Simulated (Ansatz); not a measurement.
## Single-point calculation, with input and output: Ni₃Si

- system: Ni₃Si (Pm-3m, 4 atoms in the cell)
- method: DFT, LDA, PAW with Ansatz's default frozen-core files, scalar-relativistic, spin-polarised (Ansatz 0.2.0)

The structure derives from an entry of the Crystallography Open Database. It belongs to a series of runs on one base structure; here: collinear moments without spin-orbit coupling, PAW files. Figures and captions count atoms from 1; the log counts them from 0 in places.

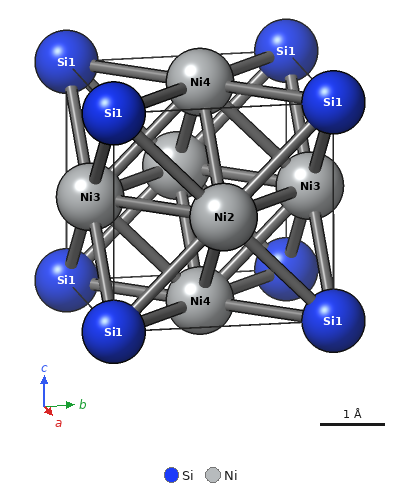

Fig. 1: The input geometry (ball-and-stick view of the cell of the calculation, seen slightly off an axis; atoms are numbered from 1 in the order of the input). An atom can appear more than once, as a periodic image. Near neighbours in the periodic cell (some may lie outside the picture): Si has 12 Ni at 2.50 Å; Ni has 8 Ni at 2.50 Å and 4 Si at 2.50 Å.

Key numbers

```csv
quantity,value
outcome,converged
space group (tolerance 0.01 Å),Pm-3m (221)
electrons treated,58
free energy,−17930.6973 eV
Fermi energy,16.452 eV
net moment of the cell,0.00 μB
integrated absolute moment,0.00 μB
pressure,−20.23 GPa
largest force (length of the vector),under 0.001 eV/Å
hardware,"2 threads of Arm Neoverse V2, 24 GiB of memory available, shared host"
wall time,3.1 s (CPU time 5.9 s)
peak memory,0.32 GiB
```

Notes

Warnings of the run: some starting moments were not kept. The cell is under a tension of 20 GPa at this level, so it is not at its equilibrium volume.

The input
```yaml
crystal:
  lattice:
    - [3.542, 0.0, 0.0]
    - [0.0, 3.542, 0.0]
    - [0.0, 0.0, 3.542]
  atoms:
    - { symbol: Si, position: [0.0, 0.0, 0.0] }
    - { symbol: Ni, position: [0.0, 0.5, 0.5], spin: 1.5 }
    - { symbol: Ni, position: [0.5, 0.0, 0.5], spin: 1.5 }
    - { symbol: Ni, position: [0.5, 0.5, 0.0], spin: 1.5 }
magnetization:
  spin_polarized: true
kpoints:
  mp_grid: { grid: [7, 7, 7] }
scf:
  occupations: { method: fermi_dirac, width: 0.025 }
  lower_state_search: "off"
hamiltonian:
  xc: lda
  pseudopotentials: { kind: paw }
output:
  forces: true
  stress: true
  eigenvalues: true
```

Launched with:
```bash
ansatz run input.yaml --threads 2 --pin off --max-ram 6144MiB --backend cpu --events-out ev --progress --plain --runs-dir out
```

Output
```
Engine: ansatz 0.2.0, aarch64-unknown-linux-gnu
Pseudopotentials: kind: paw
Pseudopotential: Si, paw, valence charge 4, recommended cutoff 420 eV (normal), Si.paw.azcp
Pseudopotential: Ni, paw, valence charge 18, recommended cutoff 420 eV (normal), Ni.paw.azcp
Functional definition: SPW92
  exchange = slater_x
  correlation = pw_c
Crystal: 4 atoms, lattice volume = 44.437 Å³
Basis set: ecut = 420 eV, 895 PW (Γ)
Bands: 38, of which v1, the nominal top of the filled ones, is band 29 counted from 1 (28 counted from 0)
Symmetry: 48 space group operations
Space group: Pm-3m (ITA 221), of the structure as read, at distance tolerance 3.5e-5 Å
Magnetic group: BNS 221.92 (UNI 1594), of the structure as read, at distance tolerance 3.5e-5 Å
k-points: 20 of 343
Non-local potential: Si, projectors of the file, l = 0: 2, l = 1: 2, l = 2: 2
Non-local potential: Ni, projectors of the file, l = 0: 3, l = 1: 2, l = 2: 3, l = 3: 1
PAW form: soft (Blöchl's): semilocal exchange-correlation on the pseudo side does not see the compensation charge
PAW frozen core: Si, regenerated for the run's functional, and the local potential with it (the file was generated under x = pbe(κ = 0.804, μ = 0.2195149727645171), c = pbe(β = 0.06672455060314922))
PAW frozen core: Ni, regenerated for the run's functional, and the local potential with it (the file was generated under x = pbe(κ = 0.804, μ = 0.2195149727645171), c = pbe(β = 0.06672455060314922))
PAW one-centre angular grid: Si, 110 points (default); XC on 64 Gauss nodes
PAW one-centre angular grid: Ni, 590 points (default); XC on 64 Gauss nodes
Initial density: superposition of atomic densities (chi_scale 0.1, normalization cell)
Starting moments: Σ|m| = 4.5 μB on 3 of 4 sites
Initial wavefunctions: pseudopotential atomic-orbital guess
Functional: x = slater, c = lda
SCF iter   1: F=—  HF=-17930.204646 eV  |F-HF|=—  |Δ(HF+E_count)|=         —  Δρ=1.41e-1 (↑8.95e-2 ↓1.41e-1)  dr2=2.16e0  dr2_m=5.27e0  M=1.109 μB ∫|m|=1.582 μB  β_m=0.30  ethr=3.10e-3  ⟨swp⟩=5.9  Hψ=5558  notcnv=0
preconditioner: auto → Kerker (q_TF=auto, 2.852 Å⁻¹)  [metal: Δε(μ)=0.013 eV  Ē_g=9.683 eV  σ=0.025 eV  W_gap=0.13  n_scr=18 (ndim 8)  ℏωp=32.5 eV  f_vac=0.000  D(μ)=3.81/eV (n_scr^D=32)]
spin=Collinear: Kerker preconditioning applied to the charge; magnetization (m = ρ↑ − ρ↓) channel mixes plain (no charge-response kernel on spin).
SCF iter   2: F=—  HF=-17930.360832 eV  |F-HF|=—  |Δ(HF+E_count)|=   1.56e-1  Δρ=9.27e-2 (↑8.39e-2 ↓9.27e-2)  dr2=6.96e-1  dr2_m=3.09e0  M=0.962 μB ∫|m|=1.436 μB  β_m=0.30  ethr=3.10e-3  ⟨swp⟩=2.0  Hψ=2078  notcnv=0  defer=101
SCF iter   3: F=—  HF=-17930.417962 eV  |F-HF|=—  |Δ(HF+E_count)|=   5.71e-2  Δρ=7.97e-2 (↑6.94e-2 ↓7.97e-2)  dr2=3.80e-1  dr2_m=2.23e0  M=0.697 μB ∫|m|=1.168 μB  β_m=0.30  ethr=1.20e-3  ⟨swp⟩=2.0  Hψ=1660  notcnv=0  defer=101
SCF iter   4: F=—  HF=-17930.431829 eV  |F-HF|=—  |Δ(HF+E_count)|=   1.39e-2  Δρ=6.56e-2 (↑6.56e-2 ↓5.16e-2)  dr2=6.59e-2  dr2_m=1.39e0  M=0.594 μB ∫|m|=1.014 μB  β_m=0.30  ethr=6.55e-4  ⟨swp⟩=3.0  Hψ=2619  notcnv=0  defer=101
SCF iter   5: F=—  HF=-17930.523273 eV  |F-HF|=—  |Δ(HF+E_count)|=   9.14e-2  Δρ=5.14e-2 (↑5.14e-2 ↓4.98e-2)  dr2=3.71e-3  dr2_m=1.04e0  M=0.413 μB ∫|m|=0.807 μB  β_m=0.30  ethr=1.14e-4  ⟨swp⟩=2.7  Hψ=2325  notcnv=0  defer=92
SCF iter   6: F=—  HF=-17930.583963 eV  |F-HF|=—  |Δ(HF+E_count)|=   6.07e-2  Δρ=4.13e-2 (↑4.13e-2 ↓3.92e-2)  dr2=2.69e-3  dr2_m=6.60e-1  M=0.342 μB ∫|m|=0.690 μB  β_m=0.30  ethr=6.40e-6  ⟨swp⟩=2.2  Hψ=2863  notcnv=0  defer=92
SCF iter   7: F=—  HF=-17930.622299 eV  |F-HF|=—  |Δ(HF+E_count)|=   3.83e-2  Δρ=3.36e-2 (↑3.30e-2 ↓3.36e-2)  dr2=2.50e-4  dr2_m=4.52e-1  M=0.258 μB ∫|m|=0.573 μB  β_m=0.30  ethr=4.63e-6  ⟨swp⟩=2.0  Hψ=2249  notcnv=0  defer=92
SCF iter   8: F=—  HF=-17930.647587 eV  |F-HF|=—  |Δ(HF+E_count)|=   2.53e-2  Δρ=2.64e-2 (↑2.54e-2 ↓2.64e-2)  dr2=2.81e-4  dr2_m=2.73e-1  M=0.236 μB ∫|m|=0.502 μB  β_m=0.30  ethr=4.31e-7  ⟨swp⟩=2.1  Hψ=2745  notcnv=0  defer=92
SCF iter   9: F=—  HF=-17930.663448 eV  |F-HF|=—  |Δ(HF+E_count)|=   1.59e-2  Δρ=2.19e-2 (↑2.05e-2 ↓2.19e-2)  dr2=7.47e-4  dr2_m=1.83e-1  M=0.194 μB ∫|m|=0.425 μB  β_m=0.30  ethr=4.31e-7  ⟨swp⟩=2.0  Hψ=2701  notcnv=0  defer=92
Mixer restart at iter 9: flushing history
spin-set hold released at iteration 9 (site moments contracting): the magnetisation degrees of freedom join the quasi-Newton model from the next iteration; the mixer history was flushed
SCF iter  10: F=—  HF=-17930.673895 eV  |F-HF|=—  |Δ(HF+E_count)|=   1.04e-2  Δρ=1.83e-2 (↑1.75e-2 ↓1.83e-2)  dr2=3.09e-4  dr2_m=1.31e-1  M=0.149 μB ∫|m|=0.352 μB  β_m=0.40  ethr=4.31e-7  ⟨swp⟩=2.0  Hψ=2383  notcnv=0  defer=92
SCF iter  11: F=—  HF=-17930.694758 eV  |F-HF|=—  |Δ(HF+E_count)|=   2.09e-2  Δρ=6.17e-3 (↑4.32e-3 ↓6.17e-3)  dr2=1.03e-3  dr2_m=1.12e-2  M=0.051 μB ∫|m|=0.130 μB  β_m=0.53  ethr=4.31e-7  ⟨swp⟩=2.9  Hψ=3138  notcnv=0  defer=92
SCF iter  12: F=—  HF=-17930.697167 eV  |F-HF|=—  |Δ(HF+E_count)|=   2.41e-3  Δρ=1.48e-3 (↑1.43e-3 ↓1.48e-3)  dr2=1.22e-3  dr2_m=3.49e-4  M=0.004 μB ∫|m|=0.018 μB  β_m=0.56  ethr=4.31e-7  ⟨swp⟩=2.2  Hψ=2752  notcnv=0  defer=90
SCF iter  13: F=—  HF=-17930.697150 eV  |F-HF|=—  |Δ(HF+E_count)|=   1.68e-5  Δρ=8.03e-4 (↑8.03e-4 ↓3.68e-4)  dr2=4.50e-5  dr2_m=1.35e-4  M=0.006 μB ∫|m|=0.020 μB  β_m=0.78  ethr=4.31e-7  ⟨swp⟩=2.1  Hψ=2289  notcnv=0  defer=90
SCF iter  14: F=—  HF=-17930.697257 eV  |F-HF|=—  |Δ(HF+E_count)|=   1.07e-4  Δρ=8.83e-5 (↑8.83e-5 ↓3.81e-5)  dr2=2.87e-6  dr2_m=3.22e-7  M=-0.000 μB ∫|m|=0.001 μB  β_m=0.85  ethr=7.76e-8  ⟨swp⟩=2.1  Hψ=2237  notcnv=0  defer=90
SCF iter  15: F=—  HF=-17930.697257 eV  |F-HF|=—  |Δ(HF+E_count)|=   6.97e-7  Δρ=5.98e-5 (↑3.92e-5 ↓5.98e-5)  dr2=2.56e-6  dr2_m=4.81e-8  M=0.000 μB ∫|m|=0.000 μB  β_m=0.92  ethr=4.94e-9  ⟨swp⟩=1.9  Hψ=1685  notcnv=0  defer=90
iter 16 did not close the SCF: its close was put off for a magnetic moment that had not settled (scf_convergence_deferred on its scf_iter line)
SCF iter  16: F=-17930.697257 eV  HF=-17930.697257 eV  |F-HF|=3.99e-9  |Δ(HF+E_count)|=   3.67e-7  Δρ=4.91e-6 (↑4.91e-6 ↓1.09e-6)  dr2=3.11e-9  dr2_m=2.51e-9  M=-0.000 μB ∫|m|=0.000 μB  β_m=0.82  ethr=1.72e-10  ⟨swp⟩=8.7  Hψ=6975  notcnv=0
iter 17 did not close the SCF: its close was put off for a magnetic moment that had not settled (scf_convergence_deferred on its scf_iter line)
SCF iter  17: F=-17930.697257 eV  HF=-17930.697257 eV  |F-HF|=1.75e-9  |Δ(HF+E_count)|=   2.84e-9  Δρ=2.52e-6 (↑2.52e-6 ↓1.21e-6)  dr2=3.33e-9  dr2_m=2.54e-10  M=0.000 μB ∫|m|=0.000 μB  β_m=0.91  ethr=5.36e-12  ⟨swp⟩=1.7  Hψ=4389  notcnv=0
SCF iter  18: F=-17930.697257 eV  HF=-17930.697257 eV  |F-HF|=7.28e-11  |Δ(HF+E_count)|=  1.42e-10  Δρ=2.29e-7 (↑2.13e-7 ↓2.29e-7)  dr2=8.19e-11  dr2_m=6.97e-13  M=-0.000 μB ∫|m|=0.000 μB  ethr=5.36e-12  ⟨swp⟩=1.9  Hψ=3591  notcnv=0
WARN: the starting moments were not kept: the SCF closed with an absolute magnetisation of 7.6e-7 μB, where they sum to 4.5 μB in size (3 sites). That is at most 0.1 of that sum. Measured as dr2_m measures the in/out step, that magnetisation stands 1.5e-13 eV from none, at or under the dr2_threshold of 1.0e-7 eV: it is no larger than a step whose dr2_m would equal this threshold. The system may hold no moment; this SCF shows only that its start led to no more than that. To try another start: raise the starting moments (crystal.atoms[].spin, magnetization.per_species, magnetization.initial_magnetization, or on a non-collinear deck that types none of these the spinor_matrix: blocks that start its atoms; where the total moment is fixed, keep their sum and leave initial_magnetization as it is; typed ones take the place of any that the run laid by itself, positive ones on a crystal's lanthanoids without a Hubbard term where scf.initial_density.shell_occupations: [] is typed) or, if the notice of its spin-set hold's release reads "site moments contracting" or "site moments show no strong build", lengthen the hold (scf.mixing.spin_hold: { on: { confirm: 4 } }; for m-r²SCAN on two components see the key's manual first). Each may lead to a state that holds a moment. A second SCF, from the converged charge density, with the starting moments and any scf.initial_density.shell_occupations laid on it anew, would have followed, and was not run: the deck does not ask for one (magnetization.retry_lost_moments is false, the default). To let it run, set magnetization.retry_lost_moments: true and run the deck again, where that key's refused combinations let it; where memory then withholds it, that run's warning says so.
SCF 1 converged in 18 iterations: F = -17930.697257 eV  dr2 = 8.19e-11
  greatest PAW one-centre occupation: 1.001 electrons in one spin orbital (limit 2), on the Ni atom at site 1 (counted from 0), in its partial waves of l = 1
```

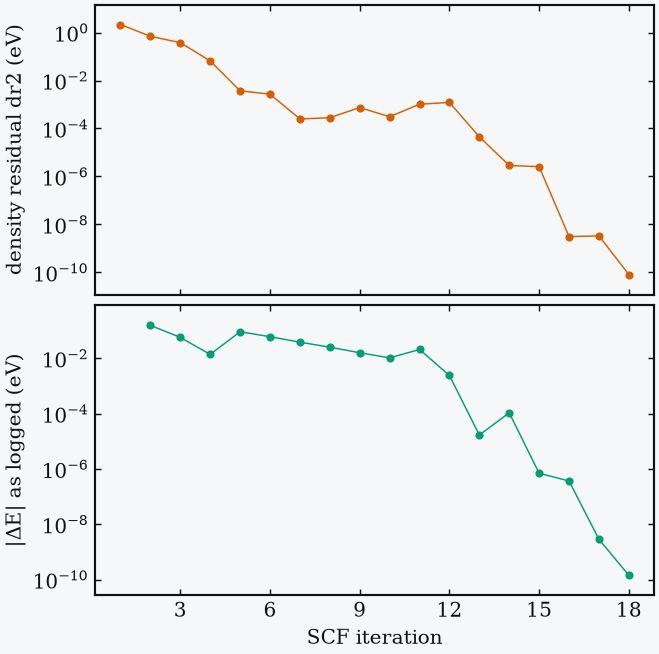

Fig. 2: Convergence of the self-consistent field: density residual dr2 and size of the energy change against the SCF iteration. The residual falls unevenly and jumps up by a factor of two or more 2 times on the way down.

```
SCF converged after 18 iterations
Magnetization: -0.0000 μB (29.0000 up, 29.0000 down)
Absolute magnetization: 0.0000 μB (∫|ρ↑−ρ↓|, with the PAW one-centre terms)
Spin contamination: 0.0000 ħ² per cell (⟨S²⟩ above its minimum at these occupations)
Per-site moments (μB) at R_I (Å): [(-5.9342071574242866e-8, 1.0331360403221348), (6.66805329239461e-8, 1.0331360403221348), (6.668053336552394e-8, 1.0331360403221348), (6.668053261755263e-8, 1.0331360403221348)]
Free energy (F): -17930.697257 eV
Harris-Foulkes:  -17930.697257 eV  (|F-HF|=7.28e-11)
Internal energy: -17930.694823 eV  (E = F + TS)
E sigma→0 (E₀):  -17930.696040 eV
Entropy (-TS):   -0.002434 eV (-0.609 meV/atom)
Fermi energy:    16.452033 eV
--- Per-component energies (eV) ---
  E_band       = -887.946047
  E_kinetic    = 895.623404
  E_local      = -11777.422316  (includes V_loc(G=0)·N_el)
  E_nonlocal   = 1942.799449
  E_hartree    = 5007.443374
  E_xc         = -310.837553
  E_vxc        = -378.712064  (∫ρ·V_xc dr)
  E_paw        = -5178.122221  (= ΣΔE_a)
  E_vpaw       = -1585.123319  (= ΣTr[D̂ρ^β])
  E_aug_tail   = 0.001103  (compensation charges beyond the density's cutoff)
  E_ewald      = -8511.566755
  E_core_change = 1.386692  (= ΣΔE_core)
  E_smearing   = -0.002434  (= −TS)
  E_closure    = 0.000000  (closes the sum)
  Σ components = -17930.697257   (vs F -17930.697257, Δ=0.00e0)
--- Forces (eV/Å), atoms counted from 1 ---
  atom   1  Si    -0.00000000     0.00000000     0.00000000
  atom   2  Ni     0.00000000     0.00000000     0.00000000
  atom   3  Ni     0.00000000    -0.00000000     0.00000000
  atom   4  Ni     0.00000000    -0.00000000    -0.00000000
  max |Σ_I F_I| component: 1.83e-28 eV/Å
--- Stress (GPa, compression-positive) ---
      -20.230735      -0.000000       0.000000
       -0.000000     -20.230735       0.000000
        0.000000       0.000000     -20.230735
  P = ⅓ Tr σ = -20.2307 GPa (-202.307 kbar)
--- Band table (eV; the first three rows and the last of 40) ---
  k-point 0 ↑: bands = ["-85.8237", "-85.7912", "-85.7912", "-46.7204", "-46.7204", "-46.7204", "-46.6704", "-46.6704", "-46.6704", "-46.5113", "-46.5113", "-46.5113", "4.7771", "11.7410", "12.5626", "12.5626", "13.0404", "13.0404", "13.0404", "14.9677", "14.9677", "14.9677", "15.6153", "15.6153", "15.6153", "15.8878", "15.8878", "16.1920", "16.4863", "16.4863", "16.4863", "20.9279", "22.6633", "22.6633", "26.6851", "26.6851", "26.6851", "30.1732"]
  k-point 1 ↑: bands = ["-85.8223", "-85.7926", "-85.7912", "-46.7171", "-46.7171", "-46.7160", "-46.6715", "-46.6715", "-46.6707", "-46.5164", "-46.5135", "-46.5135", "5.0094", "11.7149", "12.2701", "12.7250", "13.0200", "13.0200", "13.1055", "14.6174", "14.6174", "14.8968", "15.0441", "15.7082", "15.7082", "15.8602", "15.8903", "16.0979", "16.4865", "16.9580", "16.9580", "21.3257", "22.6307", "23.4359", "25.9182", "25.9182", "26.2237", "28.9376"]
  k-point 2 ↑: bands = ["-85.8184", "-85.7964", "-85.7912", "-46.7086", "-46.7086", "-46.7053", "-46.6749", "-46.6749", "-46.6713", "-46.5287", "-46.5186", "-46.5186", "5.6734", "10.6220", "12.3677", "12.9406", "12.9406", "13.1540", "13.2751", "14.3461", "14.3461", "14.6303", "14.7142", "15.4903", "15.4903", "15.5944", "15.7729", "15.9477", "16.4870", "18.1539", "18.1539", "21.4222", "22.5420", "23.9716", "23.9716", "24.3524", "26.9855", "27.6827"]
  k-point 19 ↓: bands = ["-85.8030", "-85.8014", "-85.8014", "-46.7417", "-46.7408", "-46.7408", "-46.6564", "-46.6242", "-46.6242", "-46.6233", "-46.4831", "-46.4831", "8.4242", "11.6169", "12.1577", "12.1577", "13.0355", "13.0355", "13.2345", "14.3188", "14.3188", "14.4104", "14.9571", "15.1462", "15.1462", "15.3341", "15.3341", "15.9583", "16.2698", "16.3243", "16.3243", "17.8290", "20.4100", "20.4100", "21.2425", "30.8771", "30.8771", "31.9337"]
```
